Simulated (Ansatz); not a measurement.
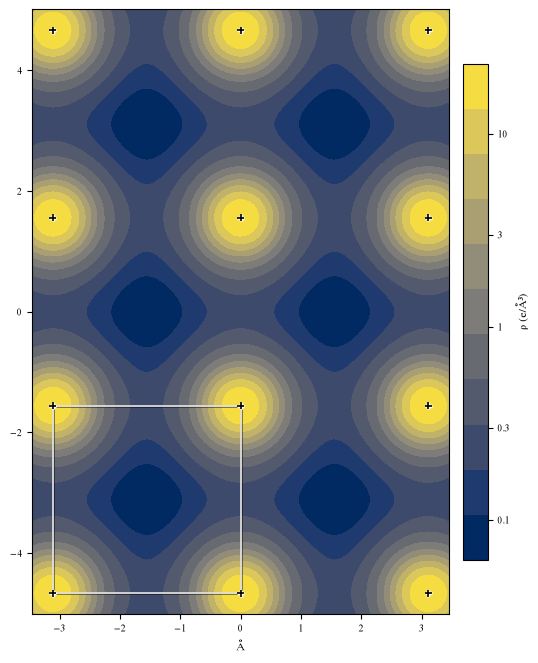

The valence electron density on a plane through atoms (crosses mark nuclei in the plane).

Method: Ansatz, DFT PBE, scalar-relativistic, plane waves, PAW.

Candidates:
A. CuCl, a = 5.42 Å, b = 5.42 Å, c = 5.42 Å, α = 90.00°, β = 90.00°, γ = 90.00°. Space group F-43m; a structure from a database of computed crystals, not necessarily the ambient phase; computed without spin polarisation.
B. Sb, a = 3.11 Å, b = 3.11 Å, c = 3.11 Å, α = 90.00°, β = 90.00°, γ = 90.00°. Space group Pm-3m; computed without spin polarisation.
C. P, a = 4.88 Å, b = 4.88 Å, c = 4.88 Å, α = 90.00°, β = 90.00°, γ = 90.00°. Space group Pm-3m.

> Which system is this?

Candidate B: Sb on the (001) plane of the conventional cell, which holds Sb. Sb–Sb (3.11 Å): ρ is about 0.25 e/Å³ halfway.
